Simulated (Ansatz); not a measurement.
# Al8O: geometry relaxation (part 1 of 2)

Al8O (slab, 9 atoms in the cell), computed with DFT PBEsol, scalar-relativistic, plane waves, PAW, no spin polarisation (Ansatz 0.2.0).

The structure derives from a Materials Project entry. The input holds or restrains some coordinates. Forces given for the steps count only the free coordinates. It belongs to a series of runs on one base structure; here: O put at a top Al site.

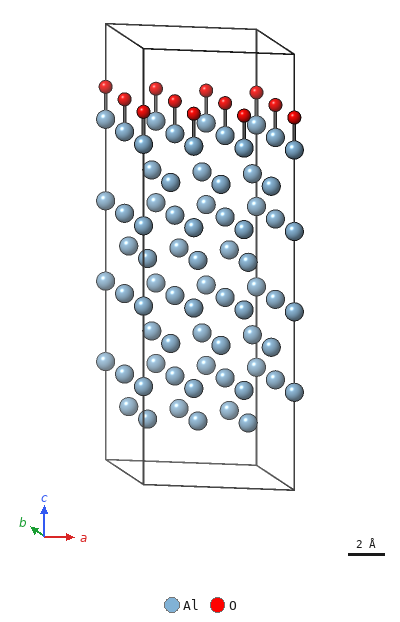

*The starting structure (ball-and-stick view of the 3 × 2 repeat of the cell, with the vacuum cut short, seen slightly off an axis). An atom can appear more than once, as a periodic image.*

### The input
```yaml
crystal:
  lattice:
    - [2.8362844922, 0.0, 0.0]
    - [-1.4181422461, 2.4562944226, 0.0]
    - [0.0, 0.0, 35.3137615421]
  atoms:
    - { symbol: Al, position: [0.3333333333, 0.6666666667, 0.2406993656] }
    - { symbol: Al, position: [0.0, 0.0, 0.3066945262] }
    - { symbol: Al, position: [0.6666666667, 0.3333333333, 0.3726896867] }
    - { symbol: Al, position: [0.0, 0.0, 0.4386848473] }
    - { symbol: Al, position: [0.3333333333, 0.6666666667, 0.5041562492] }
    - { symbol: Al, position: [0.0, 0.0, 0.5704373706] }
    - { symbol: Al, position: [0.6666666667, 0.3333333333, 0.6367922409] }
    - { symbol: Al, position: [0.0, 0.0, 0.7041304592] }
    - { symbol: O, position: [0.0, 0.0, 0.7573674953] }
basis:
  ecutwfc: 420
kpoints:
  mp_grid: { grid: [12, 12, 1] }
hamiltonian:
  xc: pbesol
scf:
  occupations: { method: gaussian, width: 0.1 }
output:
  forces: true
  eigenvalues: true
  write_density: true
  write_potential: true
  elf: true
  volumetric_format: npy
relax:
  adjacent_minimum: "off"
  f_tol: 0.03
  max_steps: 70
  constraints: [{ sites: [0, 1, 2, 3] }]
efield:
  axis: 3
  dipole_correction: true
  ramp_width: 0.04
```

Machine: 2 threads of Intel Xeon @ 2.70GHz, 189 GiB of memory available, shared host.

Launch command:
```bash
ansatz run input.yaml --threads 2 --pin off --max-ram 5120MiB --backend cpu --events-out ev --progress --plain --runs-dir out
```

### Log
```
Engine: ansatz 0.2.0, x86_64-unknown-linux-gnu
Pseudopotentials: kind: paw
Pseudopotential: Al, paw, valence charge 3, recommended cutoff 420 eV (normal), Al.paw.azcp
Pseudopotential: O, paw, valence charge 6, recommended cutoff 420 eV (normal), O.paw.azcp
Functional definition: PBEsol
  exchange = pbesol_x
  correlation = pbesol_c
Crystal: 9 atoms, lattice volume = 246.022 Å³
Basis set: ecut = 420 eV, 4871 PW (Γ), exchange–correlation on 40×40×480 points (8 copies of the dense FFT grid, shifted against one another)
Bands: 24, of which v1, the nominal top of the filled ones, is band 15 counted from 1 (14 counted from 0)
Symmetry: 6 space group operations
Space group: P3m1 (ITA 156), of the structure as read, at distance tolerance 6.3e-5 Å
k-points: 19 of 144 (time reversal used)
Non-local potential: Al, projectors of the file, l = 0: 2, l = 1: 2, l = 2: 1
Non-local potential: O, projectors of the file, l = 0: 2, l = 1: 2, l = 2: 1
PAW form: soft (Blöchl's): semilocal exchange-correlation on the pseudo side does not see the compensation charge
PAW frozen core: Al, regenerated for the run's functional, and the local potential with it (the file was generated under x = pbe(κ = 0.804, μ = 0.2195149727645171), c = pbe(β = 0.06672455060314922))
PAW frozen core: O, regenerated for the run's functional, and the local potential with it (the file was generated under x = pbe(κ = 0.804, μ = 0.2195149727645171), c = pbe(β = 0.06672455060314922))
PAW one-centre angular grid: Al, 110 points (default); XC on 64 Gauss nodes
PAW one-centre angular grid: O, 110 points (default); XC on 64 Gauss nodes
Initial density: superposition of atomic densities (neutral atoms: chi_scale 0, normalization atom), corrected by the library's trained network
Initial wavefunctions: pseudopotential atomic-orbital guess
Functional: x = pbesol(κ = 0.804, μ = 0.12345679012345678), c = pbesol(β = 0.046)
SCF iter   1: F=—  HF=-4753.556186 eV  |F-HF|=—  |Δ(HF+E_count)|=         —  Δρ=5.86e-3  dr2=6.68e-1  ethr=1.77e-3  p=-0.193 e·Å  D=-1.42e-1 V/Å  ΔV_dip=5.01 eV  dr2_dipole=1.57e-1  V_vac-E_F(+/−)=9.15/4.14 eV  ⟨swp⟩=10.0  Hψ=3391  notcnv=0  defer=5
efield: sawtooth ramp at fractional position 0.9790 (placed from the atoms, in the widest stretch of the axis that holds none; the zero of the levels goes with the place), width 0.0400; the density the first Hamiltonian is built on has a dipole p = -0.193 e·Å; the dipole correction subtracts the counter field D = -1.42e-1 V/Å, which shifts the + side's vacuum level by +5.01 eV against the − side's; the planar-averaged density in the ramp window peaks in size at 1.1e-5 e/Å³
preconditioner: auto → LDOS  [metal: Δε(μ)=0.003 eV  Ē_g=7.364 eV  σ=0.100 eV  W_gap=0.02  n_scr=20 (ndim 8)  ℏωp=12.9 eV  f_vac=0.379  D(μ)=6.53/eV (n_scr^D=24)  β→1.0]
SCF iter   2: F=—  HF=-4753.535394 eV  |F-HF|=—  |Δ(HF+E_count)|=   2.08e-2  Δρ=1.58e-3  dr2=8.44e-3  ethr=1.77e-3  p=-0.204 e·Å  D=-1.50e-1 V/Å  ΔV_dip=5.31 eV  dr2_dipole=1.02e-3  V_vac-E_F(+/−)=9.42/4.11 eV  ⟨swp⟩=1.6  Hψ=644  notcnv=0  defer=19
SCF iter   3: F=—  HF=-4753.538568 eV  |F-HF|=—  |Δ(HF+E_count)|=   3.17e-3  Δρ=7.97e-4  dr2=1.69e-2  ethr=2.81e-5  p=-0.206 e·Å  D=-1.52e-1 V/Å  ΔV_dip=5.35 eV  dr2_dipole=9.81e-3  V_vac-E_F(+/−)=9.48/4.13 eV  ⟨swp⟩=2.2  Hψ=768  notcnv=0  defer=25
SCF iter   4: F=—  HF=-4753.538596 eV  |F-HF|=—  |Δ(HF+E_count)|=   2.81e-5  Δρ=2.70e-4  dr2=7.32e-4  ethr=2.81e-5  p=-0.207 e·Å  D=-1.52e-1 V/Å  ΔV_dip=5.37 eV  dr2_dipole=4.44e-4  V_vac-E_F(+/−)=9.50/4.13 eV  ⟨swp⟩=1.2  Hψ=428  notcnv=0  defer=24
iter 5 did not close the SCF: its close was put off for the readings that it lacked (scf_convergence_deferred on its scf_iter line)
SCF iter   5: F=-4753.538631 eV  HF=-4753.538628 eV  |F-HF|=3.04e-6  |Δ(HF+E_count)|=   3.20e-5  Δρ=4.16e-5  dr2=1.14e-5  ethr=2.44e-6  p=-0.207 e·Å  D=-1.52e-1 V/Å  ΔV_dip=5.37 eV  dr2_dipole=1.82e-6  V_vac-E_F(+/−)=9.50/4.13 eV  ⟨swp⟩=1.6  Hψ=461  notcnv=0  defer=24
SCF iter   6: F=-4753.538643 eV  HF=-4753.538646 eV  |F-HF|=3.43e-6  |Δ(HF+E_count)|=   1.84e-5  Δρ=2.77e-5  dr2=4.14e-6  ethr=3.80e-8  p=-0.207 e·Å  D=-1.52e-1 V/Å  ΔV_dip=5.37 eV  dr2_dipole=5.57e-7  V_vac-E_F(+/−)=9.50/4.13 eV  ⟨swp⟩=23.9  Hψ=5590  notcnv=0
SCF 1 converged in 6 iterations: F = -4753.538643 eV  dr2 = 4.14e-6
  greatest PAW one-centre occupation: 0.885 electrons in one spin orbital (limit 2), on the O atom at site 8 (counted from 0), in its partial waves of l = 0
relax step   1: F+E_penalty+E_count = -4753.53864306 eV  Δ(F+E_penalty+E_count) = +0.000e0 eV  max|allowed force component| = 2.951e0 eV/Å  Δτ_max = 0.0000 Å  (6 SCF iters, dr2 threshold 2.25e-5 eV, accepted)
Initial density: handed on by an earlier stage of this run
Initial wavefunctions: those handed on with the density
SCF iter   1: F=—  HF=-4753.939555 eV  |F-HF|=—  |Δ(HF+E_count)|=         —  Δρ=2.54e-2  dr2=1.89e1  ethr=3.10e-3  p=-0.207 e·Å  D=-1.52e-1 V/Å  ΔV_dip=5.37 eV  dr2_dipole=1.43e1  V_vac-E_F(+/−)=9.67/4.29 eV  ⟨swp⟩=3.7  Hψ=1458  notcnv=0  defer=39
efield: sawtooth ramp at fractional position 0.9790 (handed on by an earlier solve), width 0.0400; the density the first Hamiltonian is built on has a dipole p = -0.207 e·Å; the dipole correction subtracts the counter field D = -1.52e-1 V/Å, which shifts the + side's vacuum level by +5.37 eV against the − side's; the planar-averaged density in the ramp window peaks in size at 1.1e-6 e/Å³
preconditioner: auto → LDOS  [metal: Δε(μ)=0.024 eV  Ē_g=7.011 eV  σ=0.100 eV  W_gap=0.13  n_scr=20 (ndim 8)  ℏωp=12.7 eV  f_vac=0.384  D(μ)=5.71/eV (n_scr^D=22)  β→1.0]
SCF iter   2: F=—  HF=-4753.774269 eV  |F-HF|=—  |Δ(HF+E_count)|=   1.65e-1  Δρ=6.09e-3  dr2=4.67e-1  ethr=3.10e-3  p=-0.214 e·Å  D=-1.57e-1 V/Å  ΔV_dip=5.56 eV  dr2_dipole=2.20e-1  V_vac-E_F(+/−)=9.69/4.13 eV  ⟨swp⟩=1.8  Hψ=673  notcnv=0  defer=39
SCF iter   3: F=—  HF=-4753.789469 eV  |F-HF|=—  |Δ(HF+E_count)|=   1.52e-2  Δρ=1.26e-3  dr2=4.37e-2  ethr=1.56e-3  p=-0.213 e·Å  D=-1.57e-1 V/Å  ΔV_dip=5.54 eV  dr2_dipole=2.98e-2  V_vac-E_F(+/−)=9.69/4.15 eV  ⟨swp⟩=2.2  Hψ=627  notcnv=0  defer=41
SCF iter   4: F=—  HF=-4753.788114 eV  |F-HF|=—  |Δ(HF+E_count)|=   1.36e-3  Δρ=4.38e-4  dr2=7.77e-3  ethr=1.46e-4  p=-0.211 e·Å  D=-1.55e-1 V/Å  ΔV_dip=5.49 eV  dr2_dipole=5.77e-3  V_vac-E_F(+/−)=9.63/4.14 eV  ⟨swp⟩=1.4  Hψ=557  notcnv=0  defer=41
SCF iter   5: F=-4753.788134 eV  HF=-4753.788211 eV  |F-HF|=7.73e-5  |Δ(HF+E_count)|=   9.77e-5  Δρ=8.13e-5  dr2=5.76e-5  ethr=3.33e-7  p=-0.210 e·Å  D=-1.55e-1 V/Å  ΔV_dip=5.46 eV  dr2_dipole=2.88e-5  V_vac-E_F(+/−)=9.60/4.13 eV  ⟨swp⟩=27.1  Hψ=6498  notcnv=0
SCF 2 converged in 5 iterations: F = -4753.788134 eV  dr2 = 5.76e-5
relax step   2: F+E_penalty+E_count = -4753.78813390 eV  Δ(F+E_penalty+E_count) = -2.495e-1 eV  max|allowed force component| = 2.164e0 eV/Å  Δτ_max = 0.1938 Å  (5 SCF iters, dr2 threshold 1.00e-4 eV, accepted)
SCF iter   1: F=—  HF=-4754.439690 eV  |F-HF|=—  |Δ(HF+E_count)|=         —  Δρ=3.61e-2  dr2=2.85e1  ethr=3.10e-3  p=-0.210 e·Å  D=-1.55e-1 V/Å  ΔV_dip=5.46 eV  dr2_dipole=2.01e1  V_vac-E_F(+/−)=9.78/4.32 eV  ⟨swp⟩=3.7  Hψ=1532  notcnv=0  defer=19
efield: sawtooth ramp at fractional position 0.9790 (handed on by an earlier solve), width 0.0400; the density the first Hamiltonian is built on has a dipole p = -0.210 e·Å; the dipole correction subtracts the counter field D = -1.55e-1 V/Å, which shifts the + side's vacuum level by +5.46 eV against the − side's; the planar-averaged density in the ramp window peaks in size at 2.5e-6 e/Å³
preconditioner: auto → LDOS  [metal: Δε(μ)=0.086 eV  Ē_g=6.855 eV  σ=0.100 eV  W_gap=0.46  n_scr=20 (ndim 8)  ℏωp=12.5 eV  f_vac=0.389  D(μ)=3.77/eV (n_scr^D=18)  β→1.0]
SCF iter   2: F=—  HF=-4757.644725 eV  |F-HF|=—  |Δ(HF+E_count)|=    3.21e0  Δρ=1.10e-1  dr2=3.90e2  ethr=3.10e-3  p=-0.293 e·Å  D=-2.16e-1 V/Å  ΔV_dip=7.62 eV  dr2_dipole=2.80e2  V_vac-E_F(+/−)=10.92/3.30 eV  ⟨swp⟩=3.3  Hψ=1131  notcnv=0  defer=48  recentre
SCF iter   3: F=—  HF=-4754.069702 eV  |F-HF|=—  |Δ(HF+E_count)|=    3.58e0  Δρ=2.81e-2  dr2=2.12e1  ethr=3.10e-3  p=-0.214 e·Å  D=-1.58e-1 V/Å  ΔV_dip=5.57 eV  dr2_dipole=1.52e1  V_vac-E_F(+/−)=9.87/4.30 eV  ⟨swp⟩=2.3  Hψ=1029  notcnv=0  defer=41
SCF iter   4: F=—  HF=-4753.860829 eV  |F-HF|=—  |Δ(HF+E_count)|=   2.09e-1  Δρ=1.68e-2  dr2=6.04e0  ethr=3.10e-3  p=-0.222 e·Å  D=-1.63e-1 V/Å  ΔV_dip=5.76 eV  dr2_dipole=4.25e0  V_vac-E_F(+/−)=9.81/4.05 eV  ⟨swp⟩=1.9  Hψ=644  notcnv=0  defer=39
SCF iter   5: F=—  HF=-4753.817551 eV  |F-HF|=—  |Δ(HF+E_count)|=   4.33e-2  Δρ=4.02e-3  dr2=8.32e-2  ethr=3.10e-3  p=-0.229 e·Å  D=-1.68e-1 V/Å  ΔV_dip=5.94 eV  dr2_dipole=4.39e-2  V_vac-E_F(+/−)=10.04/4.10 eV  ⟨swp⟩=1.2  Hψ=570  notcnv=0  defer=39
SCF iter   6: F=—  HF=-4753.815659 eV  |F-HF|=—  |Δ(HF+E_count)|=   1.89e-3  Δρ=5.03e-3  dr2=4.33e-1  ethr=2.77e-4  p=-0.224 e·Å  D=-1.65e-1 V/Å  ΔV_dip=5.82 eV  dr2_dipole=3.02e-1  V_vac-E_F(+/−)=9.95/4.14 eV  ⟨swp⟩=1.9  Hψ=554  notcnv=0  defer=42
SCF iter   7: F=—  HF=-4753.811584 eV  |F-HF|=—  |Δ(HF+E_count)|=   4.08e-3  Δρ=5.67e-4  dr2=9.83e-3  ethr=2.77e-4  p=-0.224 e·Å  D=-1.65e-1 V/Å  ΔV_dip=5.81 eV  dr2_dipole=8.03e-3  V_vac-E_F(+/−)=9.93/4.12 eV  ⟨swp⟩=1.2  Hψ=447  notcnv=0  defer=42
SCF iter   8: F=—  HF=-4753.811410 eV  |F-HF|=—  |Δ(HF+E_count)|=   1.74e-4  Δρ=6.10e-4  dr2=8.59e-3  ethr=3.28e-5  p=-0.223 e·Å  D=-1.64e-1 V/Å  ΔV_dip=5.80 eV  dr2_dipole=6.44e-3  V_vac-E_F(+/−)=9.92/4.12 eV  ⟨swp⟩=1.8  Hψ=586  notcnv=0  defer=42
SCF iter   9: F=—  HF=-4753.811365 eV  |F-HF|=—  |Δ(HF+E_count)|=   4.51e-5  Δρ=3.08e-4  dr2=2.19e-3  ethr=2.86e-5  p=-0.223 e·Å  D=-1.64e-1 V/Å  ΔV_dip=5.79 eV  dr2_dipole=1.51e-3  V_vac-E_F(+/−)=9.91/4.13 eV  ⟨swp⟩=1.1  Hψ=425  notcnv=0  defer=42
SCF iter  10: F=—  HF=-4753.811347 eV  |F-HF|=—  |Δ(HF+E_count)|=   1.79e-5  Δρ=1.31e-4  dr2=3.14e-4  ethr=7.29e-6  p=-0.223 e·Å  D=-1.64e-1 V/Å  ΔV_dip=5.78 eV  dr2_dipole=2.09e-4  V_vac-E_F(+/−)=9.91/4.13 eV  ⟨swp⟩=1.4  Hψ=458  notcnv=0  defer=42
SCF iter  11: F=-4753.811327 eV  HF=-4753.811345 eV  |F-HF|=1.83e-5  |Δ(HF+E_count)|=   2.28e-6  Δρ=3.03e-5  dr2=1.17e-5  ethr=3.33e-7  p=-0.223 e·Å  D=-1.64e-1 V/Å  ΔV_dip=5.78 eV  dr2_dipole=7.18e-6  V_vac-E_F(+/−)=9.91/4.13 eV  ⟨swp⟩=24.7  Hψ=5276  notcnv=0
SCF 3 converged in 11 iterations: F = -4753.811327 eV  dr2 = 1.17e-5
  greatest PAW one-centre occupation: 0.888 electrons in one spin orbital (limit 2), on the O atom at site 8 (counted from 0), in its partial waves of l = 0
relax step   3: F+E_penalty+E_count = -4753.81132654 eV  Δ(F+E_penalty+E_count) = -2.319e-2 eV  max|allowed force component| = 2.938e0 eV/Å  Δτ_max = 0.1928 Å  (11 SCF iters, dr2 threshold 1.00e-4 eV, accepted)
SCF iter   1: F=—  HF=-4754.153474 eV  |F-HF|=—  |Δ(HF+E_count)|=         —  Δρ=3.39e-2  dr2=2.96e1  ethr=3.10e-3  p=-0.223 e·Å  D=-1.64e-1 V/Å  ΔV_dip=5.78 eV  dr2_dipole=2.01e1  V_vac-E_F(+/−)=9.70/3.92 eV  ⟨swp⟩=3.5  Hψ=1273  notcnv=0  defer=46
efield: sawtooth ramp at fractional position 0.9790 (handed on by an earlier solve), width 0.0400; the density the first Hamiltonian is built on has a dipole p = -0.223 e·Å; the dipole correction subtracts the counter field D = -1.64e-1 V/Å, which shifts the + side's vacuum level by +5.78 eV against the − side's; the planar-averaged density in the ramp window peaks in size at 1.1e-6 e/Å³
preconditioner: auto → LDOS  [metal: Δε(μ)=0.029 eV  Ē_g=7.431 eV  σ=0.100 eV  W_gap=0.16  n_scr=20 (ndim 8)  ℏωp=13.0 eV  f_vac=0.389  D(μ)=4.73/eV (n_scr^D=20)  β→1.0]
SCF iter   2: F=—  HF=-4753.901005 eV  |F-HF|=—  |Δ(HF+E_count)|=   2.52e-1  Δρ=7.69e-3  dr2=1.32e0  ethr=3.10e-3  p=-0.214 e·Å  D=-1.57e-1 V/Å  ΔV_dip=5.56 eV  dr2_dipole=9.95e-1  V_vac-E_F(+/−)=9.63/4.07 eV  ⟨swp⟩=1.9  Hψ=723  notcnv=0  defer=49
SCF iter   3: F=—  HF=-4753.934259 eV  |F-HF|=—  |Δ(HF+E_count)|=   3.33e-2  Δρ=2.82e-3  dr2=9.16e-2  ethr=3.10e-3  p=-0.215 e·Å  D=-1.58e-1 V/Å  ΔV_dip=5.59 eV  dr2_dipole=4.97e-2  V_vac-E_F(+/−)=9.68/4.09 eV  ⟨swp⟩=1.5  Hψ=437  notcnv=0  defer=49
SCF iter   4: F=—  HF=-4753.927144 eV  |F-HF|=—  |Δ(HF+E_count)|=   7.11e-3  Δρ=8.64e-4  dr2=1.08e-2  ethr=3.05e-4  p=-0.218 e·Å  D=-1.61e-1 V/Å  ΔV_dip=5.67 eV  dr2_dipole=6.89e-3  V_vac-E_F(+/−)=9.78/4.11 eV  ⟨swp⟩=1.9  Hψ=756  notcnv=0  defer=49
SCF iter   5: F=—  HF=-4753.927432 eV  |F-HF|=—  |Δ(HF+E_count)|=   2.88e-4  Δρ=1.23e-4  dr2=1.76e-4  ethr=3.61e-5  p=-0.217 e·Å  D=-1.60e-1 V/Å  ΔV_dip=5.63 eV  dr2_dipole=4.33e-5  V_vac-E_F(+/−)=9.75/4.12 eV  ⟨swp⟩=1.2  Hψ=415  notcnv=0  defer=49
SCF iter   6: F=—  HF=-4753.927504 eV  |F-HF|=—  |Δ(HF+E_count)|=   7.22e-5  Δρ=1.58e-4  dr2=7.85e-5  ethr=3.33e-7  p=-0.217 e·Å  D=-1.59e-1 V/Å  ΔV_dip=5.63 eV  dr2_dipole=8.89e-6  V_vac-E_F(+/−)=9.75/4.13 eV  ⟨swp⟩=25.0  Hψ=5893  notcnv=0
SCF iter   7: F=-4753.927490 eV  HF=-4753.927493 eV  |F-HF|=3.65e-6  |Δ(HF+E_count)|=   1.08e-5  Δρ=3.67e-5  dr2=7.10e-6  ethr=2.62e-7  p=-0.217 e·Å  D=-1.59e-1 V/Å  ΔV_dip=5.63 eV  dr2_dipole=6.93e-7  V_vac-E_F(+/−)=9.75/4.13 eV  ⟨swp⟩=18.6  Hψ=5337  notcnv=0
SCF 4 converged in 7 iterations: F = -4753.927490 eV  dr2 = 7.10e-6
  greatest PAW one-centre occupation: 0.886 electrons in one spin orbital (limit 2), on the O atom at site 8 (counted from 0), in its partial waves of l = 0
relax step   4: F+E_penalty+E_count = -4753.92748957 eV  Δ(F+E_penalty+E_count) = -1.162e-1 eV  max|allowed force component| = 1.269e-1 eV/Å  Δτ_max = 0.0661 Å  (7 SCF iters, dr2 threshold 1.00e-4 eV, accepted)
iter 1 solved again at ethr=1.90e-4 eV; its pass at ethr=3.10e-3 eV (dr2=5.69e-2 eV) is discarded
SCF iter   1: F=—  HF=-4753.928657 eV  |F-HF|=—  |Δ(HF+E_count)|=         —  Δρ=1.67e-3  dr2=5.80e-2  ethr=1.90e-4  p=-0.217 e·Å  D=-1.59e-1 V/Å  ΔV_dip=5.63 eV  dr2_dipole=4.62e-2  V_vac-E_F(+/−)=9.76/4.14 eV  ⟨swp⟩=1.0  Hψ=1466  notcnv=0  defer=46
efield: sawtooth ramp at fractional position 0.9790 (handed on by an earlier solve), width 0.0400; the density the first Hamiltonian is built on has a dipole p = -0.217 e·Å; the dipole correction subtracts the counter field D = -1.59e-1 V/Å, which shifts the + side's vacuum level by +5.63 eV against the − side's; the planar-averaged density in the ramp window peaks in size at 1.6e-6 e/Å³
preconditioner: auto → LDOS  [metal: Δε(μ)=0.063 eV  Ē_g=7.298 eV  σ=0.100 eV  W_gap=0.34  n_scr=20 (ndim 8)  ℏωp=12.9 eV  f_vac=0.389  D(μ)=6.27/eV (n_scr^D=24)  β→1.0]
SCF iter   2: F=—  HF=-4753.927984 eV  |F-HF|=—  |Δ(HF+E_count)|=   6.74e-4  Δρ=3.06e-4  dr2=4.42e-4  ethr=1.90e-4  p=-0.217 e·Å  D=-1.59e-1 V/Å  ΔV_dip=5.62 eV  dr2_dipole=7.11e-6  V_vac-E_F(+/−)=9.75/4.13 eV  ⟨swp⟩=1.2  Hψ=415  notcnv=0  defer=46
SCF iter   3: F=—  HF=-4753.927897 eV  |F-HF|=—  |Δ(HF+E_count)|=   8.63e-5  Δρ=8.39e-5  dr2=1.52e-4  ethr=1.47e-6  p=-0.217 e·Å  D=-1.60e-1 V/Å  ΔV_dip=5.64 eV  dr2_dipole=1.07e-4  V_vac-E_F(+/−)=9.76/4.13 eV  ⟨swp⟩=2.9  Hψ=875  notcnv=0  defer=46
SCF iter   4: F=—  HF=-4753.927894 eV  |F-HF|=—  |Δ(HF+E_count)|=   3.77e-6  Δρ=4.42e-5  dr2=5.35e-5  ethr=5.06e-7  p=-0.217 e·Å  D=-1.60e-1 V/Å  ΔV_dip=5.63 eV  dr2_dipole=3.84e-5  V_vac-E_F(+/−)=9.76/4.12 eV  ⟨swp⟩=1.0  Hψ=410  notcnv=0  defer=46
SCF iter   5: F=—  HF=-4753.927895 eV  |F-HF|=—  |Δ(HF+E_count)|=   1.07e-6  Δρ=1.13e-5  dr2=2.23e-6  ethr=1.78e-7  p=-0.217 e·Å  D=-1.59e-1 V/Å  ΔV_dip=5.63 eV  dr2_dipole=1.58e-6  V_vac-E_F(+/−)=9.75/4.12 eV  ⟨swp⟩=1.3  Hψ=419  notcnv=0  defer=46
SCF iter   6: F=-4753.927895 eV  HF=-4753.927895 eV  |F-HF|=1.72e-7  |Δ(HF+E_count)|=   5.96e-7  Δρ=6.64e-6  dr2=2.18e-7  ethr=3.36e-9  p=-0.217 e·Å  D=-1.59e-1 V/Å  ΔV_dip=5.63 eV  dr2_dipole=2.57e-8  V_vac-E_F(+/−)=9.75/4.12 eV  ⟨swp⟩=21.7  Hψ=4810  notcnv=0
SCF 5 converged in 6 iterations: F = -4753.927895 eV  dr2 = 2.18e-7
  Residual-converged pass: ⟨swp⟩=1.0  Hψ=532  notcnv=0  max |occ|·‖R‖ = 7.0e-9 eV (tolerance 1.0e-8 eV)  dr2=2.18e-7  dr2_onsite=5.47e-9  max |Δocc| = 8.4e-11
relax step   5: F+E_penalty+E_count = -4753.92789504 eV  Δ(F+E_penalty+E_count) = -4.055e-4 eV  max|allowed force component| = 1.348e-2 eV/Å  Δτ_max = 0.0157 Å  (6 SCF iters, dr2 threshold 1.01e-6 eV, accepted)
iter 1 solved again at ethr=1.15e-9 eV; its pass at ethr=3.10e-3 eV (dr2=3.45e-7 eV) is discarded
SCF iter   1: F=—  HF=-4753.927932 eV  |F-HF|=—  |Δ(HF+E_count)|=         —  Δρ=7.06e-6  dr2=3.49e-7  ethr=1.15e-9  p=-0.217 e·Å  D=-1.59e-1 V/Å  ΔV_dip=5.63 eV  dr2_dipole=1.94e-7  V_vac-E_F(+/−)=9.75/4.12 eV  ⟨swp⟩=1.0  Hψ=1368  notcnv=0
efield: sawtooth ramp at fractional position 0.9790 (handed on by an earlier solve), width 0.0400; the density the first Hamiltonian is built on has a dipole p = -0.217 e·Å; the dipole correction subtracts the counter field D = -1.59e-1 V/Å, which shifts the + side's vacuum level by +5.63 eV against the − side's; the planar-averaged density in the ramp window peaks in size at 1.5e-6 e/Å³
preconditioner: auto → LDOS  [metal: Δε(μ)=0.063 eV  Ē_g=7.295 eV  σ=0.100 eV  W_gap=0.34  n_scr=20 (ndim 8)  ℏωp=12.9 eV  f_vac=0.389  D(μ)=6.17/eV (n_scr^D=22)  β→1.0]
SCF iter   2: F=-4753.927895 eV  HF=-4753.927895 eV  |F-HF|=3.31e-8  |Δ(HF+E_count)|=   3.71e-5  Δρ=5.03e-6  dr2=9.76e-8  ethr=3.33e-10  p=-0.217 e·Å  D=-1.59e-1 V/Å  ΔV_dip=5.63 eV  dr2_dipole=5.02e-8  V_vac-E_F(+/−)=9.75/4.12 eV  ⟨swp⟩=12.0  Hψ=4140  notcnv=0
SCF 6 converged in 2 iterations: F = -4753.927895 eV  dr2 = 9.76e-8
relax step   6: F+E_penalty+E_count = -4753.92789510 eV  Δ(F+E_penalty+E_count) = -5.340e-8 eV  max|allowed force component| = 1.334e-2 eV/Å  Δτ_max = 0.0000 Å  (2 SCF iters, accepted)
```
